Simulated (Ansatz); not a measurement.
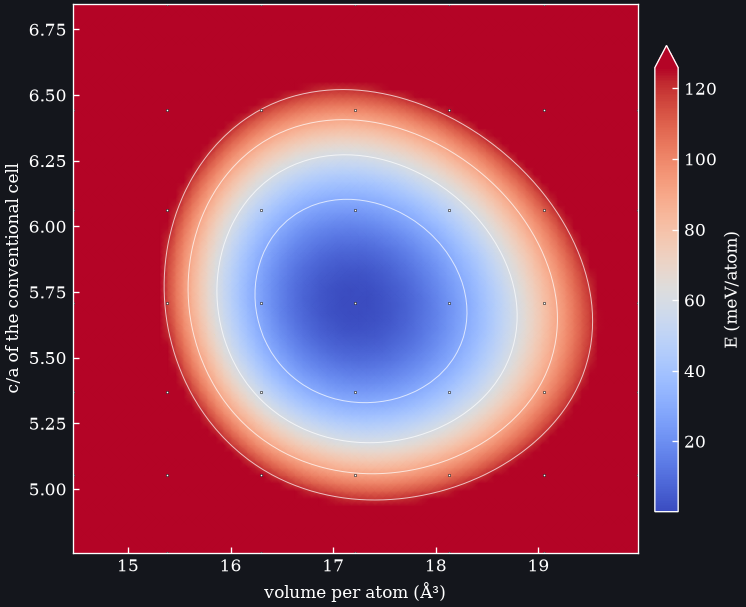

MoS₂ (R3m, No. 160; 3 atoms in the cell). The energy is mapped over volume and the cell's shape. The first coordinate is: volume per atom; the second: c/a of the conventional cell. Nothing is relaxed (fractional coordinates fixed). The scan uses a 7 × 7 grid. Points are written as (first, second). All energies are given in meV/atom relative to the lowest grid point. The band gap closes in part of the range. Theory: Ansatz, DFT PBE+D3(BJ), scalar-relativistic, plane waves, PAW. Settings: cutoff 420 eV, k-mesh 12×12×12, gaussian smearing 0.05 eV, no spin polarisation.

In the figure: a smooth colour map with a few white contour lines, dots at the grid points, one colour for all values above the top of the scale. Between grid points the surface is interpolated.

Question: Where is the minimum, and how stiff is the well along each coordinate?

Answer: The interpolated minimum is at volume per atom ≈ 17.21 Å³, c/a of the conventional cell ≈ 5.707. The curvatures there are about 0.17 eV/(Å³)² and 1.2 eV, with a cross term of about 0.04 eV/Å³ (per cell of 3 atoms). Round the minimum the two coordinates are weakly coupled (coupling 0.09 in units of the two stiffnesses).

PAW datasets: the set soft_1.
